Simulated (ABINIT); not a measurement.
**Single-point calculation, with input and output: BN**

BN (F-43m, 2 atoms in the cell), computed with Kohn-Sham DFT of a periodic cell, PBE, JTH PAW PBE v2.0, no spin polarisation (ABINIT 10.8.3).

The structure derives from a Materials Project entry.

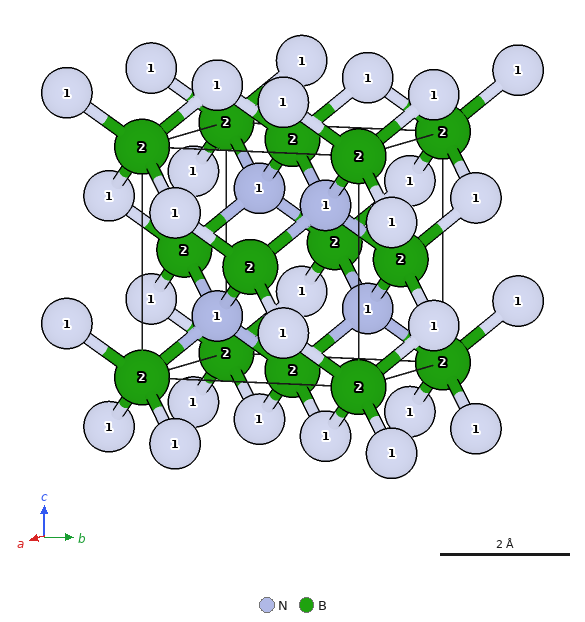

*The input geometry (ball-and-stick view of the cell 4 times as large as that of the calculation, set on its symmetry axes, seen slightly off an axis; neighbours outside the cell are drawn fainter; atoms are numbered from 1 in the order of the input).*

Near neighbours in the crystal (not all of them lie inside the picture): N has 4 B at 1.57 Å; B has 4 N at 1.57 Å.

**Input**
```
pp_dirpath "./"
pseudos "N.GGA_PBE-JTH.xml, B.GGA_PBE-JTH.xml"

acell 4.8452022309 4.8452022309 4.8452022309
rprim
     0.0000000000     0.7071067812     0.7071067812
     0.7071067812     0.0000000000     0.7071067812
     0.7071067812     0.7071067812     0.0000000000
ntypat 2
znucl 7 5
natom 2
typat 1 2
xred
     0.2500000000     0.2500000000     0.2500000000
     0.0000000000     0.0000000000     0.0000000000

ecut 25.0
pawecutdg 47.0

kptopt 1
ngkpt 8 8 8
nshiftk 1
shiftk 0.0 0.0 0.0

ixc 11

nband 8
occopt 3
tsmear 0.00183747

nstep 100
tolvrs 1.0e-9

iomode 3
prtwf 0
prtden 0
prteig 0
prtebands 0
```

Machine: 1 thread of Arm Neoverse V1, 24 GiB of memory available, shared host.

Launched with:
```bash
abinit run.abi > log 2>&1
```

**Log**
```
.Version 10.8.3 of ABINIT
 Symmetries : space group F-4 3 m (#216); Bravais cF (face-center cubic)
================================================================================
 Values of the parameters that define the memory need of the present run
     intxc =       0    ionmov =       0      iscf =      17    lmnmax =       8
     lnmax =       4     mgfft =      24  mpssoang =       2    mqgrid =    3001
     natom =       2  nloc_mem =       2    nspden =       1   nspinor =       1
    nsppol =       1      nsym =      24    n1xccc =       1    ntypat =       2
    occopt =       3   xclevel =       2
       mpw =         495          nfft =       13824          nkpt =          29
 PAW method is used; the additional fine FFT grid is defined by:
   mgfftf=        30    nfftf =     27000
================================================================================
================================================================================

--------------------------------------------------------------------------------
------------- Echo of variables that govern the present computation ------------
--------------------------------------------------------------------------------
 -outvars: echo values of preprocessed input variables --------
            acell      4.8452022309E+00  4.8452022309E+00  4.8452022309E+00 Bohr
              amu      1.40067400E+01  1.08110000E+01
             ecut      2.50000000E+01 Hartree
              ixc          11
         kptrlatt        8    0    0      0    8    0      0    0    8
          kptrlen      3.87616178E+01
            natom           2
            nband           8
            ngfft          24      24      24
          ngfftdg          30      30      30
             nkpt          29
            nstep         100
             nsym          24
           ntypat           2
           occopt           3
        pawecutdg      4.70000000E+01 Hartree
         pawxcdev           0
           prtden           0
        prtebands           0
           prteig           0
            prtwf           0
            rprim      0.0000000000E+00  7.0710678120E-01  7.0710678120E-01
                       7.0710678120E-01  0.0000000000E+00  7.0710678120E-01
                       7.0710678120E-01  7.0710678120E-01  0.0000000000E+00
          spgroup         216
           tolvrs      1.00000000E-09
           tsmear      1.83747000E-03 Hartree
            typat      1  2
           useylm           1
           xangst      9.0650049941E-01  9.0650049941E-01  9.0650049941E-01
                       0.0000000000E+00  0.0000000000E+00  0.0000000000E+00
            xcart      1.7130376769E+00  1.7130376769E+00  1.7130376769E+00
                       0.0000000000E+00  0.0000000000E+00  0.0000000000E+00
             xred      2.5000000000E-01  2.5000000000E-01  2.5000000000E-01
                       0.0000000000E+00  0.0000000000E+00  0.0000000000E+00
            znucl        7.00000    5.00000

================================================================================

 chkinp: Checking input parameters for consistency.

================================================================================
== DATASET  1 ==================================================================

--- !DatasetInfo
iteration_state: {dtset: 1, }
dimensions: {natom: 2, nkpt: 29, mband: 8, nsppol: 1, nspinor: 1, nspden: 1, mpw: 495, }
cutoff_energies: {ecut:  25.0, pawecutdg:  47.0, }
electrons: {nelect:   8.00000000E+00, charge:   0.00000000E+00, occopt:   3.00000000E+00, tsmear:   1.83747000E-03, }
meta: {optdriver: 0, ionmov: 0, optcell: 0, iscf: 17, paral_kgb: 0, }
...

 Exchange-correlation functional for the present dataset will be:
  GGA: Perdew-Burke-Ernzerhof functional - ixc=11
  J.P.Perdew, K.Burke, M.Ernzerhof, PRL 77, 3865 (1996)

 Real(R)+Recip(G) space primitive vectors, cartesian coordinates (Bohr,Bohr^-1):
 R(1)=  0.0000000  3.4260754  3.4260754  G(1)= -0.1459396  0.1459396  0.1459396
 R(2)=  3.4260754  0.0000000  3.4260754  G(2)=  0.1459396 -0.1459396  0.1459396
 R(3)=  3.4260754  3.4260754  0.0000000  G(3)=  0.1459396  0.1459396 -0.1459396
 Unit cell volume ucvol=  8.0430492E+01 bohr^3
 Angles (23,13,12)=  6.00000000E+01  6.00000000E+01  6.00000000E+01 degrees

 Coarse grid specifications (used for wave-functions):

 getcut: wavevector=  0.0000  0.0000  0.0000  ngfft=  24  24  24
         ecut(hartree)=     25.000   => boxcut(ratio)=   2.20072

 getcut : COMMENT -
  Note that boxcut > 2.2 ; recall that boxcut=Gcut(box)/Gcut(sphere) = 2
  is sufficient for exact treatment of convolution.
  Such a large boxcut is a waste : you could raise ecut
  e.g. ecut=   30.269721 Hartrees makes boxcut=2

 Fine grid specifications (used for densities):

 getcut: wavevector=  0.0000  0.0000  0.0000  ngfft=  30  30  30
         ecut(hartree)=     47.000   => boxcut(ratio)=   2.00853

--- Pseudopotential description ------------------------------------------------
- pspini: atom type   1  psp file is ./N.GGA_PBE-JTH.xml
 Pseudopotential format is: paw10
 basis_size (lnmax)=  4 (lmn_size=  8), orbitals=   0   0   1   1
 Spheres core radius: rc_sph= 1.20497474
 Shapefunction is SIN type: shapef(r)=[sin(pi*r/rshp)/(pi*r/rshp)]**2
 Radius for shape functions =  1.00243812
 Compensation charge density is not taken into account in XC energy/potential

- pspini: atom type   2  psp file is ./B.GGA_PBE-JTH.xml
 Pseudopotential format is: paw10
 basis_size (lnmax)=  4 (lmn_size=  8), orbitals=   0   0   1   1
 Spheres core radius: rc_sph= 1.70616958
 Shapefunction is SIN type: shapef(r)=[sin(pi*r/rshp)/(pi*r/rshp)]**2
 Radius for shape functions =  1.40269776
 Compensation charge density is not taken into account in XC energy/potential

   5.83076110E+01                                ecore*ucvol(ha*bohr**3)
--------------------------------------------------------------------------------

================================================================================

--- !BeginCycle
iteration_state: {dtset: 1, }
solver: {iscf: 17, nstep: 100, nline: 4, wfoptalg: 10, }
tolerances: {tolvrs: 1.00E-09, }
...

     iter   Etot(hartree)      deltaE(h)  residm     nres2
 ETOT  1  -12.972513818718    -1.297E+01 3.629E-01 1.563E+01
 ETOT  2  -12.981288543425    -8.775E-03 1.547E-03 2.500E+00
 ETOT  3  -12.978668813265     2.620E-03 4.473E-04 2.545E-01
 ETOT  4  -12.978560004830     1.088E-04 8.935E-05 5.467E-03
 ETOT  5  -12.978578121186    -1.812E-05 1.081E-05 1.268E-03
 ETOT  6  -12.978579445741    -1.325E-06 3.668E-06 3.807E-05
 ETOT  7  -12.978579433605     1.214E-08 5.114E-07 7.659E-07
 ETOT  8  -12.978579434069    -4.643E-10 1.913E-07 3.060E-07
 ETOT  9  -12.978579433737     3.322E-10 2.798E-08 1.271E-08
 ETOT 10  -12.978579433723     1.348E-11 1.043E-08 1.945E-10

 At SCF step   10       nres2   =  1.94E-10 < tolvrs=  1.00E-09 =>converged.

 Cartesian components of stress tensor (hartree/bohr^3)
  sigma(1 1)=  2.46334992E-05  sigma(3 2)=  0.00000000E+00
  sigma(2 2)=  2.46334992E-05  sigma(3 1)=  0.00000000E+00
  sigma(3 3)=  2.46334992E-05  sigma(2 1)=  0.00000000E+00

--- !ResultsGS
iteration_state: {dtset: 1, }
comment   : Summary of ground state results
lattice_vectors:
- [  0.0000000,   3.4260754,   3.4260754, ]
- [  3.4260754,   0.0000000,   3.4260754, ]
- [  3.4260754,   3.4260754,   0.0000000, ]
lattice_lengths: [   4.84520,    4.84520,    4.84520, ]
lattice_angles: [ 60.000,  60.000,  60.000, ] # degrees, (23, 13, 12)
lattice_volume:   8.0430492E+01
convergence: {deltae:  1.348E-11, res2:  1.945E-10, residm:  1.043E-08, diffor: null, }
etotal    :  -1.29785794E+01
entropy   :   0.00000000E+00
fermie    :   3.65056377E-01
cartesian_stress_tensor: # hartree/bohr^3
- [  2.46334992E-05,   0.00000000E+00,   0.00000000E+00, ]
- [  0.00000000E+00,   2.46334992E-05,   0.00000000E+00, ]
- [  0.00000000E+00,   0.00000000E+00,   2.46334992E-05, ]
pressure_GPa:  -7.2474E-01
xred      :
- [  2.5000E-01,   2.5000E-01,   2.5000E-01,  N]
- [  0.0000E+00,   0.0000E+00,   0.0000E+00,  B]
cartesian_forces: # hartree/bohr
- [ -0.00000000E+00,  -0.00000000E+00,  -0.00000000E+00, ]
- [ -0.00000000E+00,  -0.00000000E+00,  -0.00000000E+00, ]
force_length_stats: {min:   0.00000000E+00, max:   0.00000000E+00, mean:   0.00000000E+00, }
...

 Integrated electronic density in atomic spheres:
 ------------------------------------------------
 Atom  Sphere_radius  Integrated_density
    1        1.20497          2.68096590
    2        1.70617          2.05496086

================================================================================

 ----iterations are completed or convergence reached----

 Mean square residual over all n,k,spin=   49.234E-12; max=  10.433E-09
 reduced coordinates (array xred) for    2 atoms
       0.250000000000      0.250000000000      0.250000000000
       0.000000000000      0.000000000000      0.000000000000
 rms dE/dt=  0.0000E+00; max dE/dt=  0.0000E+00; dE/dt below (all hartree)
    1       0.000000000000      0.000000000000      0.000000000000
    2       0.000000000000      0.000000000000      0.000000000000

 cartesian coordinates (angstrom) at end:
    1      0.90650049940675     0.90650049940675     0.90650049940675
    2      0.00000000000000     0.00000000000000     0.00000000000000

 cartesian forces (hartree/bohr) at end:
    1     -0.00000000000000    -0.00000000000000    -0.00000000000000
    2     -0.00000000000000    -0.00000000000000    -0.00000000000000
 frms,max,avg= 0.0000000E+00 0.0000000E+00   0.000E+00  0.000E+00  0.000E+00 h/b

 cartesian forces (eV/Angstrom) at end:
    1     -0.00000000000000    -0.00000000000000    -0.00000000000000
    2     -0.00000000000000    -0.00000000000000    -0.00000000000000
 frms,max,avg= 0.0000000E+00 0.0000000E+00   0.000E+00  0.000E+00  0.000E+00 e/A
 length scales=  4.845202230900  4.845202230900  4.845202230900 bohr
              =  2.563970601069  2.563970601069  2.563970601069 angstroms
 Fermi (or HOMO) energy (hartree) =   0.36506   Average Vxc (hartree)=  -0.46917
 Eigenvalues (hartree) for nkpt=  29  k points:
 kpt#   1, nband=  8, wtk=  0.00195, kpt=  0.0000  0.0000  0.0000 (reduced coord)
  -0.42564    0.31447    0.31447    0.31447    0.63635    0.63635    0.63635    0.68868
      occupation numbers for kpt#   1
   2.00000    2.00000    2.00000    2.00000    0.00000    0.00000    0.00000    0.00000
 prteigrs : prtvol=0 or 1, do not print more k-points.

--- !EnergyTerms
iteration_state     : {dtset: 1, }
comment             : Components of total free energy in Hartree
kinetic             :  7.92851989850919E+00
hartree             :  1.81876060841144E+00
xc                  : -3.90789835564733E+00
Ewald energy        : -1.31304314004290E+01
psp_core            :  7.24944099957389E-01
local_psp           : -7.79661456438949E+00
PAW spherical_terms :  1.38413996230709E+00
internal            : -1.29785797512807E+01
'-kT*entropy'       :  1.11257918698966E-17
total_energy        : -1.29785797512807E+01
total_energy_eV     : -3.53165146536368E+02
...

--- !EnergyTermsDC
iteration_state     : {dtset: 1, }
comment             : '"Double-counting" decomposition of free energy'
band_energy         :  2.11856072629289E-01
Ewald energy        : -1.31304314004290E+01
psp_core            :  7.24944099957389E-01
xc_dc               : -1.02187771976081E+00
PAW spherical_terms :  2.36929513879938E-01
internal            : -1.29785794337232E+01
'-kT*entropy'       :  1.11257918698966E-17
total_energy_dc     : -1.29785794337232E+01
total_energy_dc_eV  : -3.53165137895188E+02
...

--- !EnergyTermsWithPAWCore
iteration_state     : {dtset: 1, }
comment             : 'Components of total free energy, including PAW core contributions'
Total energy        : -7.96973336709312E+01
Total energy DC     : -7.96973333533737E+01
Total energy (eV)   : -2.16867492929454E+03
Total energy DC (eV): -2.16867492065336E+03
...

 Cartesian components of stress tensor (hartree/bohr^3)
  sigma(1 1)=  2.46334992E-05  sigma(3 2)=  0.00000000E+00
  sigma(2 2)=  2.46334992E-05  sigma(3 1)=  0.00000000E+00
  sigma(3 3)=  2.46334992E-05  sigma(2 1)=  0.00000000E+00

-Cartesian components of stress tensor (GPa)         [Pressure= -7.2474E-01 GPa]
- sigma(1 1)=  7.24742567E-01  sigma(3 2)=  0.00000000E+00
- sigma(2 2)=  7.24742567E-01  sigma(3 1)=  0.00000000E+00
- sigma(3 3)=  7.24742567E-01  sigma(2 1)=  0.00000000E+00

== END DATASET(S) ==============================================================
================================================================================

 -outvars: echo values of variables after computation  --------
            acell      4.8452022309E+00  4.8452022309E+00  4.8452022309E+00 Bohr
           etotal     -1.2978579434E+01
            fcart     -0.0000000000E+00 -0.0000000000E+00 -0.0000000000E+00
                      -0.0000000000E+00 -0.0000000000E+00 -0.0000000000E+00
            rprim      0.0000000000E+00  7.0710678120E-01  7.0710678120E-01
                       7.0710678120E-01  0.0000000000E+00  7.0710678120E-01
                       7.0710678120E-01  7.0710678120E-01  0.0000000000E+00
           strten      2.4633499165E-05  2.4633499165E-05  2.4633499165E-05
                       0.0000000000E+00  0.0000000000E+00  0.0000000000E+00
           xangst      9.0650049941E-01  9.0650049941E-01  9.0650049941E-01
                       0.0000000000E+00  0.0000000000E+00  0.0000000000E+00
             xred      2.5000000000E-01  2.5000000000E-01  2.5000000000E-01
                       0.0000000000E+00  0.0000000000E+00  0.0000000000E+00
 Calculation completed.
```

**Summary**

| quantity | value |
| --- | --- |
| outcome | converged |
| space group (tolerance 0.01 Å) | F-43m (216) |
| electrons treated | 8 |
| free energy | −353.1651 eV |
| Fermi energy | 9.934 eV |
| gap on the k-point mesh | 4.44 eV |
| pressure | −0.72 GPa |
| largest force (length of the vector) | under 0.001 eV/Å |
| wall time | 5.2 s |
| peak memory | 0.12 GiB |
